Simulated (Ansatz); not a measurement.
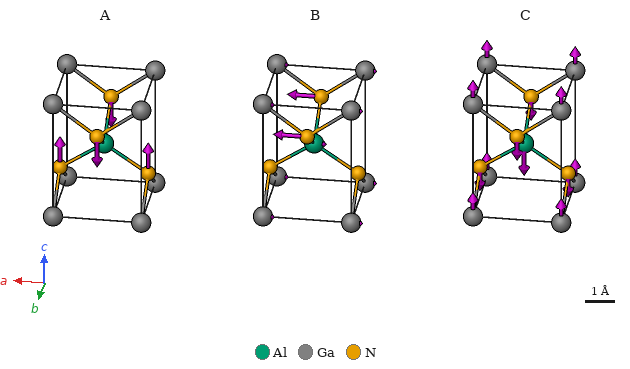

Three optical modes of crystalline AlGaN2 at the zone centre, in no order (one member of each degenerate set). The purple arrows are the displacements of the atoms (eigenvector over the root of the mass), of arbitrary overall length and sign. The picture is a ball-and-stick view of the cell of the calculation, seen from a free direction.

Level of theory: Ansatz, DFT r2SCAN, scalar-relativistic, plane waves, PAW. (plane-wave cutoff 500 eV; k-point mesh 8 × 8 × 6; occupations gaussian; smearing width 0.05 eV; no spin polarisation)

Frequencies are those without the non-analytic (LO–TO) term.

### Order them from the lowest to the highest frequency (imaginary ones first).

C (444 cm⁻¹), B (578 cm⁻¹), A (707 cm⁻¹). C, B₂: The Al and N sublattices move against the Ga sublattice, along c; the kinetic energy is shared as Ga 44 %, Al 36 %, N 20 %. B, E: All motion is along a; it stretches the Ga–N bonds (1.95 Å); the kinetic energy is shared as N 87 %, Ga 8 %, Al 5 %. A, A₁: The Al and Ga atoms stay at rest; all motion is along c; atoms of one kind move against one another, with no net shift of their sublattice.
